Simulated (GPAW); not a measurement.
# KBr (Fm-3m): how ε∞ follows the gap

The empty bands of KBr (Fm-3m) are shifted up rigidly by Δ, and ε∞ is computed for each shift.

It takes space group Fm-3m (No. 225, cubic). The conventional cell has a = 6.600 Å, b = 6.600 Å, c = 6.600 Å, α = 90.00°, β = 90.00°, γ = 90.00°. Br on site b has 6 K at 3.30 Å as nearest neighbours. Around K on site a lie 6 Br at 3.30 Å.

Method: GPAW 26.7.0, PBE, RPA, k-mesh 9×9×9, local fields up to 50 eV, Lorentzian half width 0.15 eV.

Launch of the response step: `OMP_NUM_THREADS=1 python df.py`. The series took 3.3 min in all, its band step included, on 1 thread of Arm Neoverse V1 (shared host).

```
Δ (eV)     ε∞
  0.00  2.359
  0.40  2.308
  0.80      ?
  1.20  2.219
  1.60  2.180
  2.00  2.143
```

With one effective transition at E₀ and fixed dipole strength, ε∞ − 1 = A/(E₀ + Δ), so 1/(ε∞ − 1) is linear in Δ.

Working, on the rows shown:

| x = Δ (eV) | y = 1/(ε∞ − 1) |
| --- | --- |
| 0 | 0.735835 |
| 0.4 | 0.764526 |
| 1.2 | 0.820345 |
| 1.6 | 0.847458 |
| 2 | 0.874891 |

Means: x̄ = 1.04, ȳ = 0.80861. Σ(x − x̄)(y − ȳ) = 0.1912, Σ(x − x̄)² = 2.752. Slope = 0.1912 / 2.752 = 0.06946; intercept = ȳ − slope · x̄ = 0.73637. Turned back into ε∞, the line misses the rows shown by at most 0.00099.

Task: Fill in the last column of the withheld row.

Result: At x = 0.8 the line gives y = 0.79194, that is 2.263. The run gave 2.262, so the interpolation is off by 0.00072, 0.3 % of the range in the table.

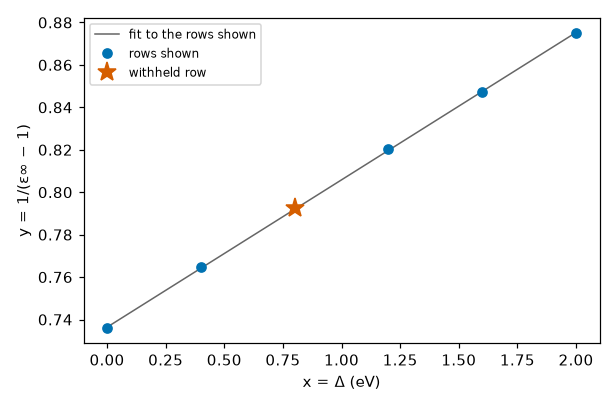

Refitted with all rows, the slope is 0.06943 and the intercept 0.73648. These give E₀ = intercept/slope = 10.6 eV, far above the least direct gap of 4.44 eV: most of the screening comes from transitions well over the edge. Over the first step ε∞ falls by 5 % per eV. Excitons are left out; PBE gaps are as a rule too small. The values come from a sum over the points of one k-mesh and carry its error, which grows as the direct gap shrinks. Spin-orbit coupling is left out.

[Logs are printed without paths, hosts, clocks, repeated set-up lines and the standing remarks that a program may print on its own settings, such as how far it seeks lower states.]
